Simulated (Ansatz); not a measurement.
# B$_{5}$As$_{4}$ (slab): what the fields show

Input file:

```
crystal:
  lattice:
    - [3.371397318, 0.0, 0.0]
    - [0.0, 3.371397318, 0.0]
    - [0.0, 0.0, 24.5357516225]
  atoms:
    - { symbol: B, position: [0.5, 0.5, 0.3056763907], spin: 1.0 }
    - { symbol: As, position: [0.5, 0.0, 0.3542572931] }
    - { symbol: B, position: [0.0, 0.0, 0.4028381954] }
    - { symbol: As, position: [0.0, 0.5, 0.4514190977] }
    - { symbol: B, position: [0.5, 0.5, 0.5] }
    - { symbol: As, position: [0.5, 0.0, 0.5485809023] }
    - { symbol: B, position: [0.0, 0.0, 0.5971618046] }
    - { symbol: As, position: [0.0, 0.5, 0.6457427069] }
    - { symbol: B, position: [0.5, 0.5, 0.6943236093], spin: 1.0 }
basis:
  ecutwfc: 420
kpoints:
  mp_grid: { grid: [8, 8, 1] }
hamiltonian:
  xc: pbesol
scf:
  occupations: { method: gaussian, width: 0.05 }
output:
  forces: true
  stress: true
  eigenvalues: true
  populations: true
  write_density: true
  write_potential: true
  elf: true
  volumetric_format: npy
magnetization:
  spin_polarized: true
efield:
  axis: 3
  dipole_correction: true
  ramp_width: 0.04
```

Run with:

```sh
ansatz run input.yaml --threads 1 --pin off --max-ram 2560MiB --backend cpu --events-out ev --progress --plain --runs-dir out
```

Not relaxed (largest force 1.5 eV/Å); spin-polarised.

All numbers below come from DFT PBEsol, scalar-relativistic, plane waves, PAW (Ansatz 0.2.0).

The density is the valence pseudo-density of a PAW calculation; it isn't the true density close to the nuclei.

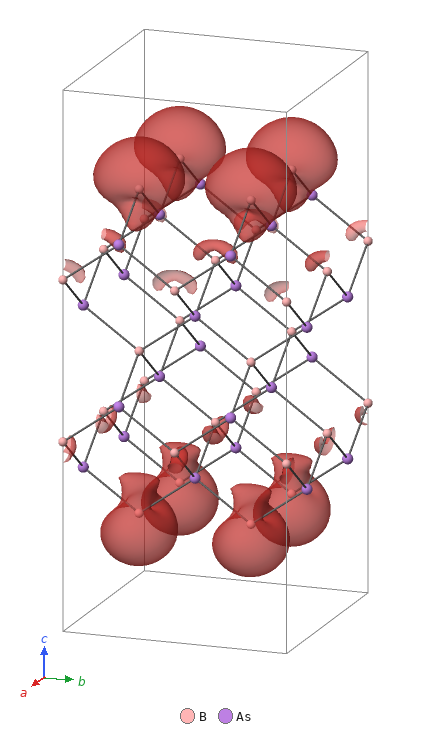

Figure 1. Isosurface of the spin density (up minus down) at +0.04 e/Å³ (red), seen at an oblique angle. Sticks mark near contacts.

Describe the spin distribution.

The spin density sits on B: +0.5 μB (×2) in one cell of 9 atoms: parallel main moments (a ferromagnetic arrangement) in this solution. The cell of the calculation (9 atoms) carries 2.5 μB of net spin moment.

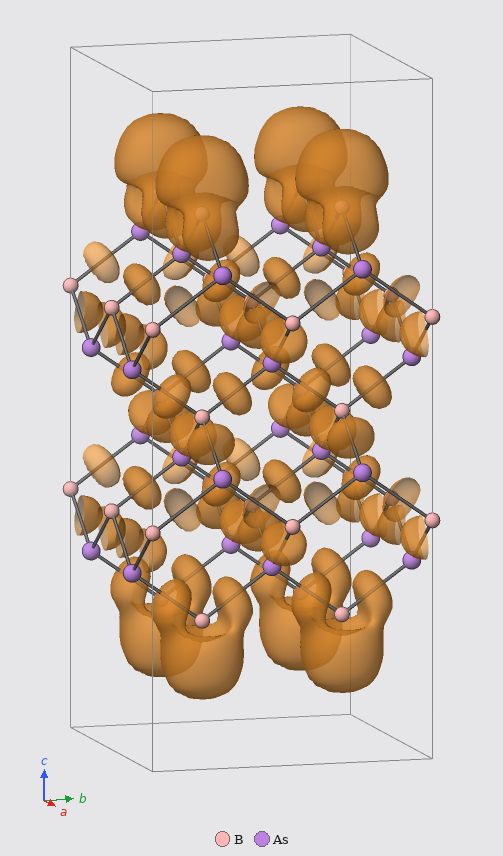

Figure 2. Isosurface of the ELF at 0.75 (orange), seen slightly off an axis. Core shells and regions of very low density are left out. Sticks mark near contacts.

Identify the bonds, lone pairs and shells in this picture.

At this value the surface marks out twelve regions between bonded As–B atoms and two regions on B in which the atom's valence shell and bonds are merged, counted in one cell of 9 atoms. Counts are for one cell; the picture repeats the cell along the surface.


B–As (2.06 Å): the ELF peaks at about 0.90 between the atoms.

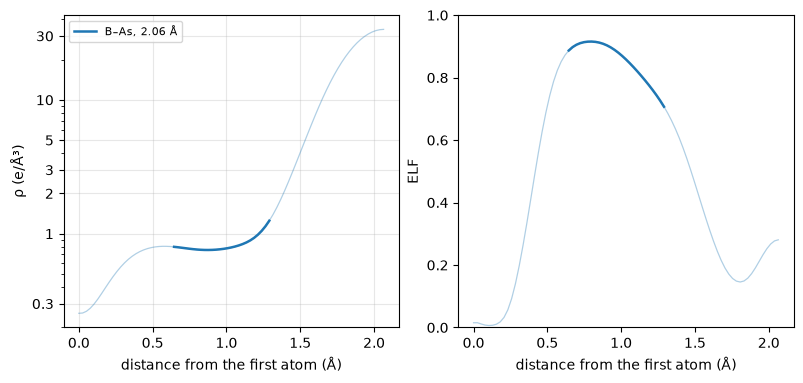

Figure 3. Valence electron density and ELF along straight lines between neighbouring atoms. Thin, pale parts lie inside the atomic spheres.

What can be read from the curves?

B–As (2.06 Å): the density is about 0.79 e/Å³ at the midpoint; the ELF peaks at about 0.90 between the atoms.

Does the calculation give a band gap?

It is gapless in this calculation (a metal or semimetal).
